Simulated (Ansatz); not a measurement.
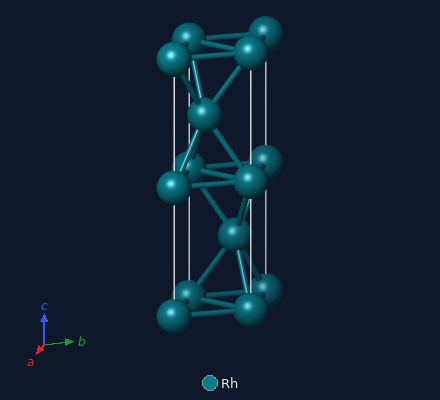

The structure; the drawing may span several cells.

Given this structure, the end point of a relaxation with DFT, revPBE, plane waves (420 eV) with PAW, scalar-relativistic (Ansatz 0.2.0); the starting structure was generated, so it need not be a known form of this composition, written in its standard cell:

```
Rh
1.0
     2.72453    0.00000    0.00000
    -1.36226    2.35951    0.00000
     0.00000    0.00000    8.88495
Rh
4
Direct
  0.00000 0.00000 0.00000
  0.00000 0.00000 0.50000
  0.33333 0.66667 0.25000
  0.66667 0.33333 0.75000
```

What does the kinematic electron diffraction pattern along [100] look like at 200 kV (B = 0.3 Å²)?

Answer. The spots form a rectangular net whose two shortest vectors correspond to d = 8.88 Å and 2.36 Å, 90.0° apart. They are 0 0 1 (itself extinct) and 0 1 0. The pattern has symmetry 2mm. A screw axis and a glide plane both extinguish reflections such as 0 0 1, 0 0 3, 0 0 5; reflections such as 0 3 5, 0 3 7 are allowed by the space group but vanish because the atoms sit on special positions; reflections such as 0 0 2, 0 0 6, 0 0 10 are allowed but too weak to see at this display level.

Strongest reflections with d > 0.86 Å, one of each family (|F|² from tabulated Gaussian fits of the electron scattering factors, times a small damping for the curvature of the Ewald sphere):

| hkl | d (Å) | I (strongest = 100) |
| --- | --- | --- |
| 0 0 4 | 2.221 | 100 |
| 0 1 2 | 2.084 | 51 |
| 0 0 8 | 1.111 | 22 |
| 0 1 1 | 2.280 | 20 |
| 0 1 6 | 1.254 | 17 |
| 0 1 3 | 1.845 | 14 |

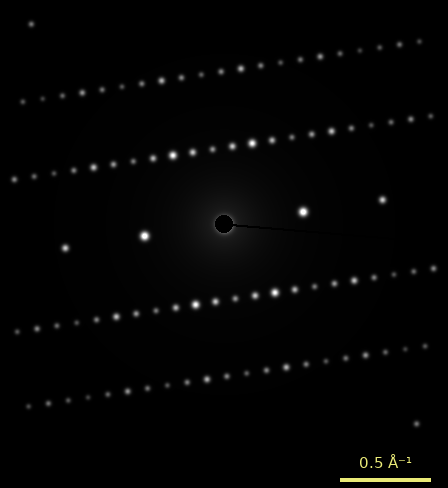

Calculated pattern, seen from the source side with [100] pointing towards the source.
